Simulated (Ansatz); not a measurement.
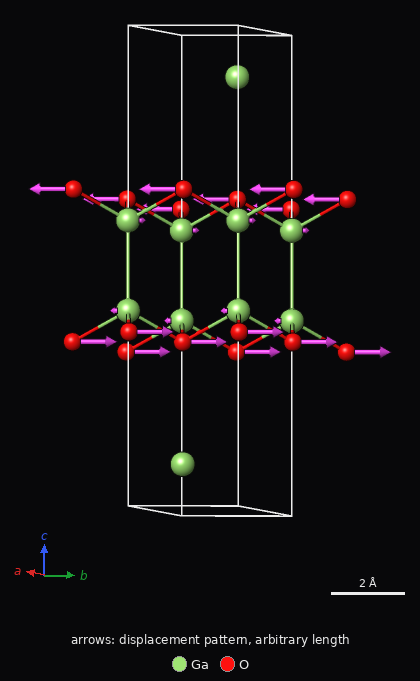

One vibrational mode of solid Ga2O (a generated structure) at the zone centre. The pink arrows give the relative displacements of the atoms. A ball-and-stick model of the cell of the calculation, seen from a free direction.

Theory: DFT PBE, scalar-relativistic, plane waves, PAW (Ansatz). (plane-wave cutoff 420 eV; k-point mesh 12 × 12 × 4; occupations fermi dirac; smearing width 0.15 eV; no spin polarisation)

The frequencies depend somewhat on the k-mesh and the smearing.

Question: What mode is this, and where does it lie in the spectrum?

Answer: This is the E_g mode (doubly degenerate; one member of the set is drawn) at 456 cm⁻¹, optical level 8 of 10, counted from below, Raman-active by symmetry. The Ga (2d) atoms stay at rest; all motion is along b; atoms of one kind move against one another, with no net shift of any sublattice; it stretches the shortest Ga–O bonds (1.93 Å); the kinetic energy is shared as O 83 %, Ga 17 %.

Limits of the set-up: layers or molecules are held without a dispersion correction, so their spacing is unreliable.
